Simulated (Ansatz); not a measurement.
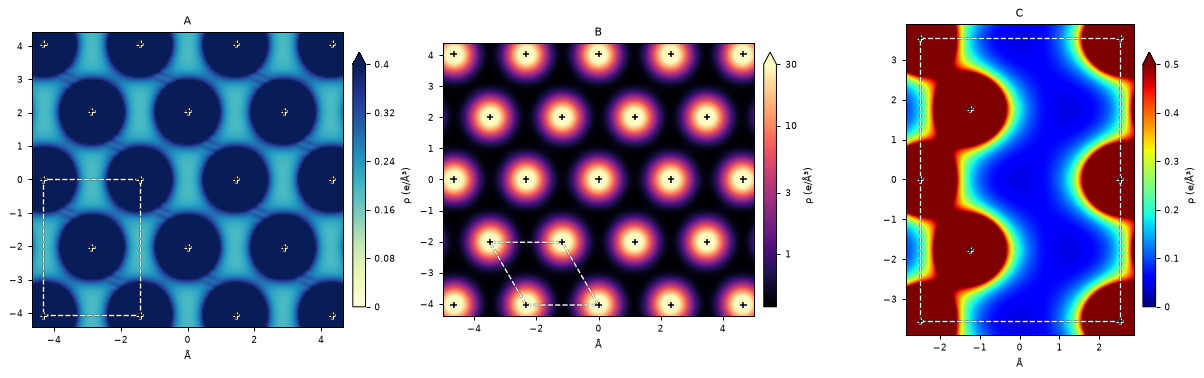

The valence electron density of 3 systems, each on a plane through atoms (crosses mark nuclei in the plane).

Level of theory: DFT, r2SCAN, plane waves (500 eV) with PAW, scalar-relativistic in Ansatz.

System 1: Cu, the (101̄) plane of the conventional cell. Space group Im-3m; set up as Cu, bcc; a generated structure, not necessarily the stable one; changed on purpose from its base cell (volume × 1.04); computed pressure about −6 GPa in this cell; computed without spin polarisation.

```
Cu
1.0
     2.87927    0.00000    0.00000
     0.00000    2.87927    0.00000
     0.00000    0.00000    2.87927
Cu
2
Direct
  0.00000 0.00000 0.00000
  0.50000 0.50000 0.50000
```

System 2: Co, the (001) plane of the conventional cell. Space group P6₃/mmc; set up as Co, dhcp; a generated structure, not necessarily the stable one; changed on purpose from its base cell (volume × 0.88); computed pressure about 30 GPa in this cell; spin-polarised.

System 3: Ni, the (011) plane of the conventional cell. Space group Fd-3m; set up as Ni, diamond; a generated structure, not necessarily the stable one; computed without spin polarisation.

Q: Which map belongs to which system?

A: Panel A is system 1, Cu: the plane holds Cu. Cu–Cu (2.49 Å): ρ at the midpoint is about 0.28 e/Å³. Panel B is system 2, Co: the plane holds Co. Co–Co (2.33 Å): ρ is about 0.41 e/Å³ halfway. Panel C is system 3, Ni: the plane holds Ni. Ni–Ni (2.17 Å): ρ is about 0.57 e/Å³ halfway.
